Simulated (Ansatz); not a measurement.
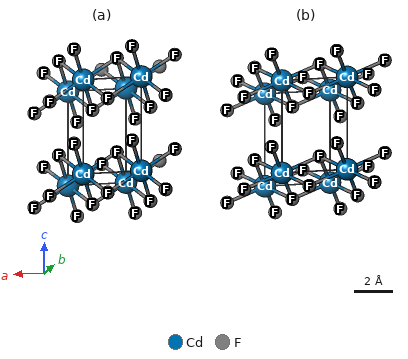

The structure of crystalline CdF₂ (a generated structure, set up in P-3m1) before (left) and after (right) a relaxation, at one scale.

A ball-and-stick model of the cell of the calculation, seen from a free direction.

Case: cell and atoms relaxed from a first guess.

Level of theory: DFT, PBE, PAW with Ansatz's default frozen-core files, scalar-relativistic (Ansatz 0.2.0). Settings: plane-wave cutoff 420 eV; k-point mesh 13 × 13 × 7; occupations fermi dirac; smearing width 0.05 eV; no spin polarisation; cell and atoms relaxed; force threshold 0.005 eV/Å; at most 80 steps.

Describe what moved and what it gained.

The energy falls by 174 meV per atom in 13 accepted moves (18 points after the start). Largest force component: 0.14 eV/Å at the start, 0.00015 eV/Å at the end. The pressure goes from 9.83 to 0.01 GPa. The SCF was repeated 5 times at an unchanged geometry on a basis and grid sized afresh for the cell, which shifted the energy by 27.8 meV per atom at most. The largest moves relative to the cell, 0.25 Å, are those of F atoms. Cd stays in place. The volume changes by +23.5 %, with a = b 3.166 → 3.553 Å (+12.2 %), c 5.065 → 4.966 Å (−2.0 %). Some distances before and after: Cd–F 2.223 → 2.280 Å. Among the angles between lasting bonds that change: F–Cd–F 90.8° → 102.4°, F–Cd–F 89.2° → 77.6°, Cd–F–Cd 90.8° → 102.4°. The space group stays P-3m1 (No. 164). The run took about 100 core-seconds on a shared host.
